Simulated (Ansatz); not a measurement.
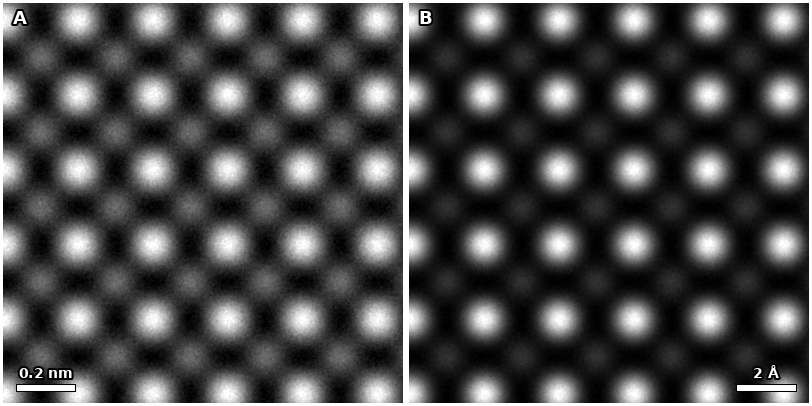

Two simulated images of the same area of SiC (Pm-3m, No. 221) along [001], with a probe of 1.07 Å. One is incoherent Z contrast (Z^1.8 per atom), the other the projected potential of neutral atoms blurred by the probe (iDPC-like, thin sample). Brightness is counted from the darkest point of the image. Shot noise was added. Atomic positions: coordinates from a relaxation with Ansatz, DFT, PBEsol, plane waves, PAW.

Which panel is which, and how can one tell?

B is the Z-contrast image and A the potential image. The columns of 1 C per repeat reach about 18 % of the brightest peak (1 Si) in B but about 42 % in A, mainly since the potential grows much more slowly with atomic number.
